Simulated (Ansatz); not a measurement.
**Single-point calculation, with input and output: WSi2**

- system: WSi2 (I4/mmm, 3 atoms in the cell)
- method: DFT r2SCAN, scalar-relativistic, plane waves, PAW, no spin polarisation (Ansatz 0.2.0)

The structure derives from an entry of the Crystallography Open Database. It belongs to a series of runs on one base structure; here: bulk in the cell of the (1 0 1) plane.

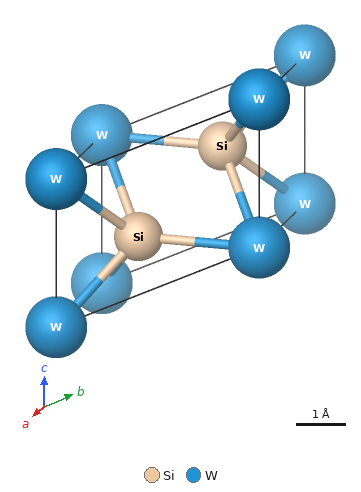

Fig. 1: The input geometry (ball-and-stick view of the cell of the calculation, seen slightly off an axis). An atom can appear more than once, as a periodic image.

Summary

| quantity | value |
| --- | --- |
| outcome | converged |
| space group (tolerance 0.01 Å) | I4/mmm (139) |
| electrons treated | 22 |
| free energy | −11676.3687 eV |
| Fermi energy | 16.815 eV |
| gap on the k-point mesh | none (metallic) |
| pressure | 0.00 GPa |
| largest force (length of the vector) | 0.016 eV/Å |
| hardware | 2 threads of Intel Xeon (Granite Rapids), 32 GiB of memory available, shared host |
| wall time | 5.7 s (CPU time 11 s) |
| peak memory | 0.62 GiB |

The program warns: the k-point mesh lowers the symmetry that the run can use. Spin–orbit coupling is left out, which matters for W.

Input
```yaml
crystal:
  lattice:
    - [3.2112931011, 0.0, 0.0]
    - [-1.6056465505, 4.2197285864, 0.0]
    - [0.0, 1.2219273313, 2.9697301187]
  atoms:
    - { symbol: Si, position: [0.6651751051, 0.3303502102, 0.3348248949] }
    - { symbol: Si, position: [0.3348248949, 0.6696497898, 0.6651751051] }
    - { symbol: W, position: [0.0, 0.0, 0.0] }
basis:
  ecutwfc: 500
kpoints:
  mp_grid: { grid: [12, 8, 12] }
hamiltonian:
  xc: r2scan
scf:
  occupations: { method: gaussian, width: 0.1 }
output:
  forces: true
  stress: true
  eigenvalues: true
```

Launched with:
```bash
ansatz run input.yaml --threads 2 --pin off --max-ram 5120MiB --backend cpu --events-out ev --progress --plain --runs-dir out
```

What the program printed
```
Warning: crystal.symmetry: narrowed to the stabiliser of the k-point mesh — unitary ops 16 → 4; excluded 12 operations that carry a point of the 12×8×12 mesh (shift [0, 0, 0]) off the mesh (the run samples exactly the mesh kpoints.mp_grid names, as under crystal.symmetry.detect: false, and its converged state has the mesh's symmetry, not the crystal's; ε∞, the Born charges and the force constants of a linear response (`dielectric:` by the response, `phonons.method: dfpt`) are averaged over those of the crystal's operations that the state keeps within a tolerance, where `mesh_tensors`, `unaveraged_element` or `gamma_mean_max_change_ev_ang2` stands beside them; a row that `dielectric.field_direction` solves alone is averaged likewise, with nothing beside; a Γ-centred mesh of equal divisions is mapped onto itself by every operation and keeps the whole group, as does a half-shifted one under kpoints.further_shifts: images)
Engine: ansatz 0.2.0, x86_64-unknown-linux-gnu
Pseudopotentials: kind: paw
Pseudopotential: Si, paw, valence charge 4, recommended cutoff 500 eV (meta_gga), Si.paw.azcp
Pseudopotential: W, paw, valence charge 14, recommended cutoff 500 eV (meta_gga), W.paw.azcp
Functional definition: r2SCAN
  parameter k0 = 0.174
  parameter k1 = 0.065
  parameter a1 = 4.9479
  exchange = r2scan_x(k0 = k0, k1 = k1, a1 = a1)
  correlation = r2scan_c
Crystal: 3 atoms, lattice volume = 40.242 Å³
Basis set: ecut = 500 eV, 1023 PW (Γ), exchange–correlation on 96×144×96 points (64 copies of the dense FFT grid, shifted against one another)
Bands: 15, of which v1, the nominal top of the filled ones, is band 11 counted from 1 (10 counted from 0)
Symmetry: 4 space group operations
k-points: 320 of 1152
Non-local potential: Si, projectors of the file, l = 0: 2, l = 1: 2, l = 2: 2
Non-local potential: W, projectors of the file, l = 0: 3, l = 1: 2, l = 2: 2, l = 3: 1
PAW form: soft (Blöchl's): semilocal exchange-correlation on the pseudo side does not see the compensation charge
PAW frozen core: Si, regenerated for the run's functional (the file was generated under x = pbe(κ = 0.804, μ = 0.2195149727645171), c = pbe(β = 0.06672455060314922))
PAW frozen core: W, regenerated for the run's functional (the file was generated under x = pbe(κ = 0.804, μ = 0.2195149727645171), c = pbe(β = 0.06672455060314922))
PAW one-centre angular grid: Si, 302 points (default); XC on 160 Gauss nodes
PAW one-centre angular grid: W, 590 points (default); XC on 160 Gauss nodes
Initial density: superposition of atomic densities (neutral atoms: chi_scale 0, normalization atom), corrected by the library's trained network
Initial wavefunctions: pseudopotential atomic-orbital guess
Functional: x = r2scan, c = r2scan; τ floored in thin density (d = 2e-4 eV/Å³)
SCF iter   1: F=—  HF=-11676.315239 eV  |F-HF|=—  |Δ(HF+E_count)|=         —  Δρ=9.53e-3  dr2=5.47e-2  dr2_τ=8.58e-2  ethr=1.77e-3  ⟨swp⟩=5.1  Hψ=27911  notcnv=0
preconditioner: auto → Kerker (q_TF=auto, 2.467 Å⁻¹)  [metal: Δε(μ)=0.037 eV  Ē_g=8.650 eV  σ=0.100 eV  W_gap=0.20  n_scr=10 (ndim 8)  ℏωp=21.9 eV  f_vac=0.000  D(μ)=0.31/eV (n_scr^D=0)]
SCF iter   2: F=—  HF=-11676.368189 eV  |F-HF|=—  |Δ(HF+E_count)|=   5.30e-2  Δρ=4.54e-3  dr2=6.96e-3  dr2_τ=8.52e-4  ethr=2.49e-4  ⟨swp⟩=2.0  Hψ=10816  notcnv=0  defer=3
SCF iter   3: F=—  HF=-11676.368734 eV  |F-HF|=—  |Δ(HF+E_count)|=   5.45e-4  Δρ=1.95e-3  dr2=1.21e-3  dr2_τ=6.34e-5  ethr=3.16e-5  ⟨swp⟩=2.3  Hψ=7032  notcnv=0  defer=3
SCF iter   4: F=—  HF=-11676.368653 eV  |F-HF|=—  |Δ(HF+E_count)|=   8.18e-5  Δρ=2.31e-4  dr2=2.54e-5  dr2_τ=1.28e-6  ethr=5.49e-6  ⟨swp⟩=2.3  Hψ=7175  notcnv=0  defer=3
SCF iter   5: F=—  HF=-11676.368652 eV  |F-HF|=—  |Δ(HF+E_count)|=   9.70e-7  Δρ=2.77e-5  dr2=1.76e-7  dr2_τ=7.63e-8  ethr=1.16e-7  ⟨swp⟩=2.0  Hψ=7037  notcnv=0  defer=3
SCF iter   6: F=-11676.368652 eV  HF=-11676.368652 eV  |F-HF|=1.37e-8  |Δ(HF+E_count)|=   1.54e-7  Δρ=7.05e-6  dr2=1.75e-8  dr2_τ=3.87e-10  ethr=4.55e-10  ⟨swp⟩=6.7  Hψ=22784  notcnv=0
SCF 1 converged in 6 iterations: F = -11676.368652 eV  dr2 = 1.75e-8
  greatest PAW one-centre occupation: 0.999 electrons in one spin orbital (limit 2), on the W atom at site 2 (counted from 0), in its partial waves of l = 0
```

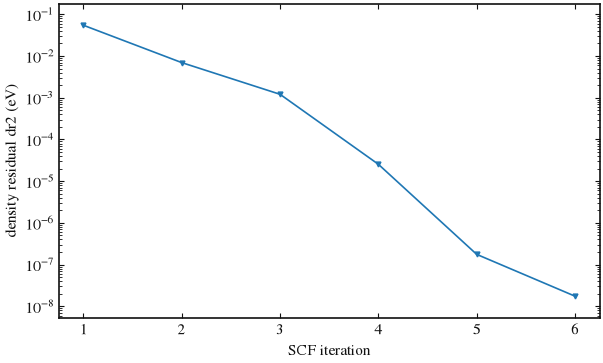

Fig. 2: Convergence of the self-consistent field: density residual dr2 against the SCF iteration. The residual falls at every step.

```
SCF converged after 6 iterations
Free energy (F): -11676.368652 eV
Harris-Foulkes:  -11676.368652 eV  (|F-HF|=1.37e-8)
Internal energy: -11676.367216 eV  (E = F + TS)
E sigma→0 (E₀):  -11676.367934 eV
Entropy (-TS):   -0.001436 eV (-0.479 meV/atom)
Fermi energy:    16.814918 eV
--- Per-component energies (eV) ---
  E_band       = -94.646639
  E_kinetic    = 542.734342
  E_local      = -943.360056  (includes V_loc(G=0)·N_el)
  E_nonlocal   = 49.256268
  E_hartree    = 372.418789
  E_xc         = -356.791009
  E_vxc        = -367.140112  (∫ρ·V_xc dr)
  E_paw        = -9632.568075  (= ΣΔE_a)
  E_vpaw       = -139.019006  (= ΣTr[D̂ρ^β])
  E_aug_tail   = -0.000047  (compensation charges beyond the density's cutoff)
  E_vtau       = 18.042294  (kinetic-family band-sum trace: ∫τ·v_τ [+ j·A + Jᵃ·Aᵃ] dr)
  E_ewald      = -1707.316614
  E_core_change = -0.740815  (= ΣΔE_core)
  E_smearing   = -0.001436  (= −TS)
  E_closure    = -0.000000  (closes the sum)
  Σ components = -11676.368652   (vs F -11676.368652, Δ=0.00e0)
--- Forces (eV/Å), atoms counted from 1 ---
  atom   1  Si    -0.00165810     0.01516818    -0.00444814
  atom   2  Si     0.00165810    -0.01516818     0.00444814
  atom   3  W     -0.00000000     0.00000000    -0.00000000
  max |Σ_I F_I| component: 1.58e-30 eV/Å
--- Stress (GPa, compression-positive) ---
       -0.036880      -0.015255      -0.015669
       -0.015255       0.060060      -0.031742
       -0.015669      -0.031742      -0.027171
  P = ⅓ Tr σ = -0.0013 GPa (-0.013 kbar)
--- Band table (eV; the first three rows and the last of 320) ---
  k-point 0: bands = ["-58.8662", "-22.5438", "-22.5120", "-22.5116", "1.9156", "9.5438", "12.9771", "13.3872", "13.7452", "13.7455", "17.3926", "19.8504", "19.9480", "20.0008", "20.0012"]
  k-point 1: bands = ["-58.8656", "-22.5426", "-22.5281", "-22.5103", "2.0564", "9.5564", "12.5076", "13.3780", "13.8397", "13.9524", "16.8606", "19.3858", "19.6559", "20.3600", "20.6127"]
  k-point 2: bands = ["-58.8640", "-22.5723", "-22.5392", "-22.5062", "2.4716", "9.5402", "11.7051", "13.2376", "14.1051", "14.1612", "15.9687", "18.5469", "19.3030", "21.2520", "21.4356"]
  k-point 319: bands = ["-58.8489", "-22.7162", "-22.7127", "-22.4999", "6.7091", "9.3591", "10.3847", "11.1218", "11.4785", "13.3329", "14.8067", "19.8710", "20.0806", "20.2257", "20.9828"]
```

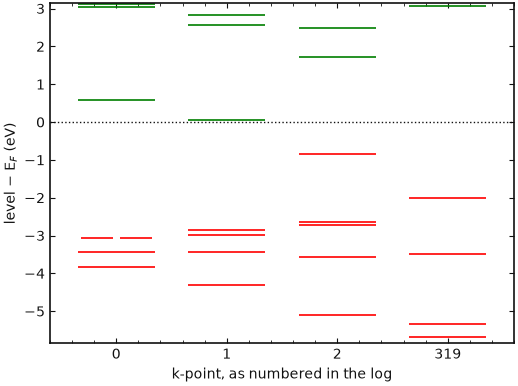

Fig. 3: Kohn–Sham levels near the Fermi level (dotted) at the few k-points that the log prints; levels within 0.02 eV of each other stand side by side. The system is metallic on the full mesh.
